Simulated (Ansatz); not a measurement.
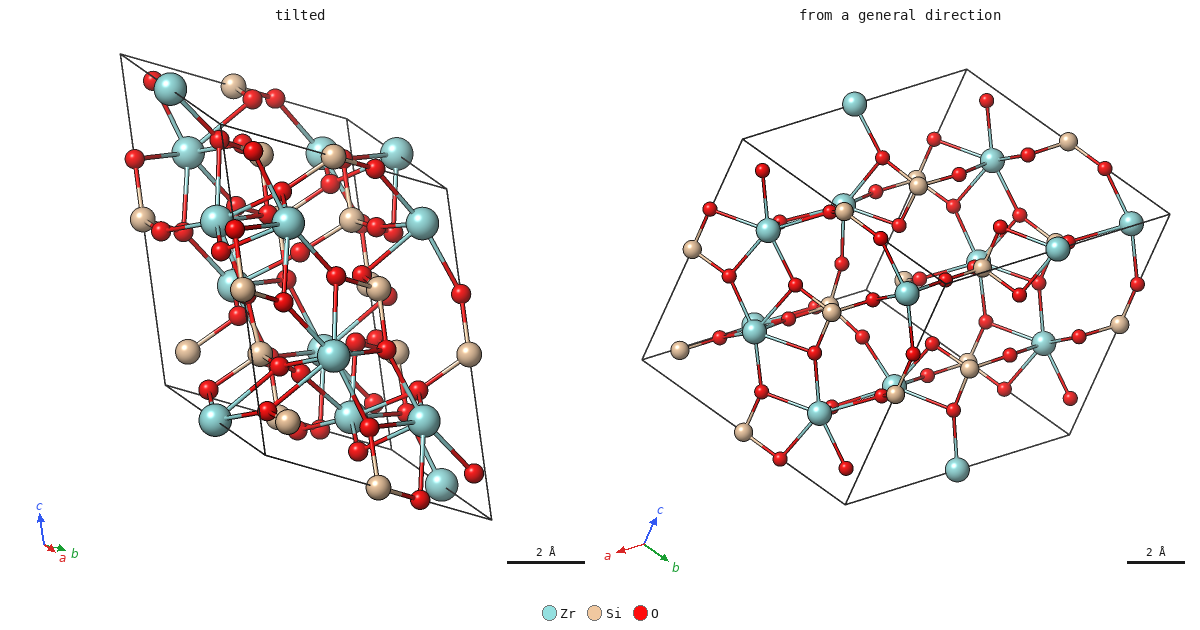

We look at a ball-and-stick model of the crystal slightly off an axis and from a general direction. One supercell is outlined, and atoms on its boundary appear in each equivalent place. The host is ZrSiO4, in a cell of 48 sites, and the cell is neutral.

Spot the defect.

Answer. A zirconium vacancy. Around the empty site lie eight O at about 2.2 to 2.5 Å.

Results below were computed with DFT PBE, scalar-relativistic, plane waves, PAW (Ansatz 0.2.0); the settings were a cutoff energy of 420 eV, a 2×2×2 k-point grid, Gaussian smearing of 0.01 eV, collinear spins.

Is a magnetic moment found?

Answer. Yes, 4.0 μB in the cell.

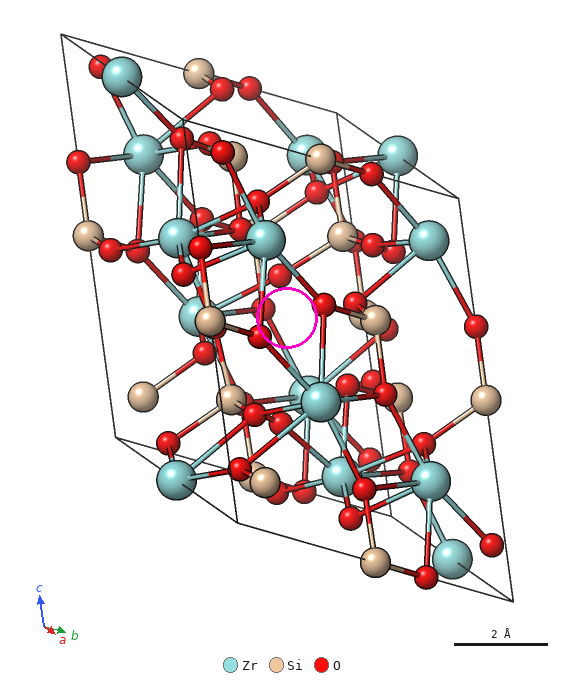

The same cell with a ring at the defect's site.

The atoms were relaxed in the host's cell with DFT PBE, scalar-relativistic, plane waves, PAW in Ansatz.
